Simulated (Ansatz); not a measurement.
## Electronic structure of ZnSe in real space

The calculation's input:

```
crystal:
  lattice:
    - [0.0, -2.8338, -2.8338]
    - [0.0, 2.8338, -2.8338]
    - [5.6676, 0.0, 0.0]
  atoms:
    - { symbol: Zn, position: [0.5, 0.5, 0.4801503282] }
    - { symbol: Zn, position: [0.0, 0.0, 0.0198496718] }
    - { symbol: Se, position: [0.0, 0.5, 0.25] }
    - { symbol: Se, position: [0.5, 0.0, 0.75] }
basis:
  ecutwfc: 420
kpoints:
  mp_grid: { grid: [8, 8, 6] }
hamiltonian:
  xc: pbe
scf:
  occupations: { method: gaussian, width: 0.05 }
output:
  forces: true
  stress: true
  eigenvalues: true
  write_density: true
  write_potential: true
  elf: true
  volumetric_format: npy
```

Command:

```sh
ansatz run input.yaml --threads 2 --pin off --max-ram 5120MiB --backend cpu --events-out ev --progress --plain --runs-dir out
```

Below, planes, directions and counts refer to the conventional cell (a = 4.01 Å, b = 4.01 Å, c = 5.67 Å, α = 90.00°, β = 90.00°, γ = 90.00°).

Space group P-4m2; not relaxed (largest force 1.1 eV/Å); computed pressure about 2 GPa in this cell.

Level of theory: DFT PBE, scalar-relativistic, plane waves, PAW (Ansatz).

The density is the valence pseudo-density of a PAW calculation; it isn't the true density close to the nuclei.

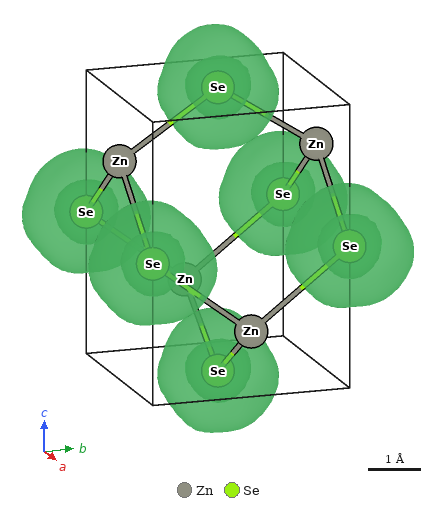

Figure 1. Isosurface of the ELF at 0.7 (green), seen slightly off an axis. Core shells and regions of very low density are left out. Sticks mark near contacts.

### What do the ELF domains correspond to?

The surface consists of two regions wrapped around Se (the valence shell of each), counted in one cell of 4 atoms. Regions shared between cells count once.


Zn–Se (2.39 Å): the ELF is about 0.60 at the midpoint. Zn–Se (2.52 Å): the ELF is about 0.60 at the midpoint.

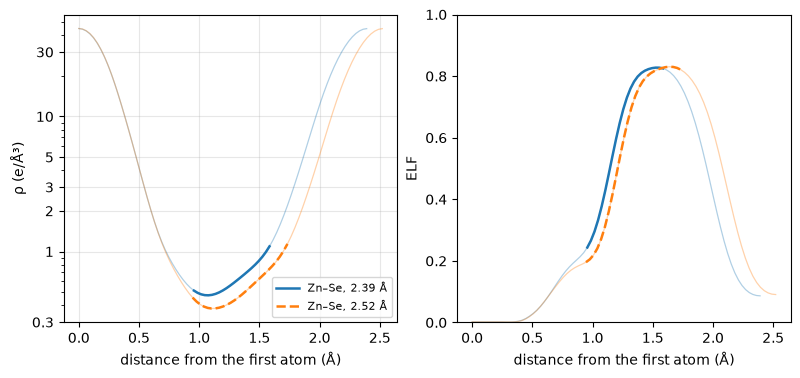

Figure 2. Valence charge density (pseudo) and ELF along straight lines between neighbouring atoms. Thin, pale parts lie inside the atomic spheres.

### What can be read from the curves?

Zn–Se (2.39 Å): ρ at the midpoint is about 0.51 e/Å³; the ELF is about 0.60 at the midpoint.
Zn–Se (2.52 Å): the density is about 0.42 e/Å³ at the midpoint; the ELF is about 0.60 at the midpoint.

### Does the calculation give a band gap?

It is gapped, with a Kohn–Sham gap of 1.2 eV on the k-point mesh, an upper bound to the gap of this method.
